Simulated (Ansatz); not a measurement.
Consider FeNi₃.

Space group Pm-3m; spin-polarised. Net moment 4.8 μB in the 4-atom cell of the calculation; other magnetic orders weren't tried.

The calculation's input:

```
crystal:
  lattice:
    - [3.545, 0.0, 0.0]
    - [0.0, 3.545, 0.0]
    - [0.0, 0.0, 3.545]
  atoms:
    - { symbol: Fe, position: [0.0, 0.0, 0.0], spin: 4.0 }
    - { symbol: Ni, position: [0.0, 0.5, 0.5], spin: 2.0 }
    - { symbol: Ni, position: [0.5, 0.0, 0.5], spin: 2.0 }
    - { symbol: Ni, position: [0.5, 0.5, 0.0], spin: 2.0 }
magnetization:
  spin_polarized: true
basis:
  ecutwfc: 420
  fft_grid_basis: typed
kpoints:
  mp_grid: { grid: [10, 10, 10] }
hamiltonian:
  xc: pbe
  pseudopotentials: { kind: paw }
scf:
  occupations: { method: gaussian, width: 0.05 }
output:
  forces: true
  stress: true
  eigenvalues: true
  bader: true
  write_density: true
  volumetric_format: npy
  populations: true
  elf: true
```

Command:

```sh
ansatz run input.yaml --threads 2 --pin off --max-ram 4096MiB --backend cpu --events-out ev --progress --plain --runs-dir out
```

The picture shows the conventional cell (a = 3.54 Å, b = 3.54 Å, c = 3.54 Å, α = 90.00°, β = 90.00°, γ = 90.00°).

Level of theory: DFT PBE, scalar-relativistic, plane waves, PAW (Ansatz).

> How does the converged density differ from a superposition of free atoms?

Fe–Ni (2.51 Å): Δρ is +0.011 e/Å³ at the midpoint. Ni–Ni (2.51 Å): Δρ is +0.008 e/Å³ at the midpoint. Over the whole cell, outside the masked cores, the largest gain, 0.019 e/Å³, lies 1.5 Å from an iron nucleus and 1.5 Å from a nickel one, and the largest loss lies at the edge of the masked core of Fe. The rearranged charge, half the integral of |Δρ|, is about 0.07 e an atom. Bader charges: Fe +0.41 and Ni −0.14 e. Among metals such charges hang on how the charge between the atoms is shared out.

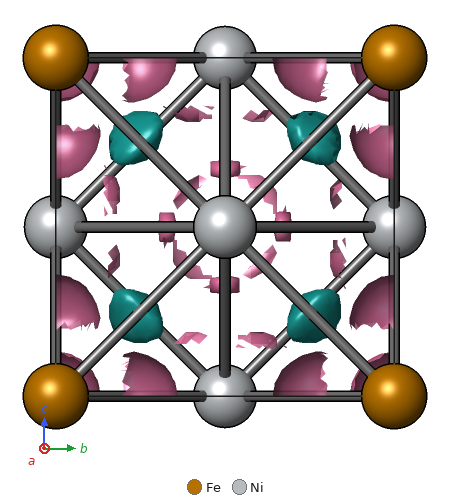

Computed deformation density: teal surfaces at +0.015 and pink ones at −0.015 e/Å³, in the conventional cell seen along the a axis (the regions close to the nuclei are left out).

Cores are masked to 0.9 Å (Fe) and 0.8 Å (Ni).

Core electrons are frozen (PAW), so the fields are smoothed inside the atomic spheres.
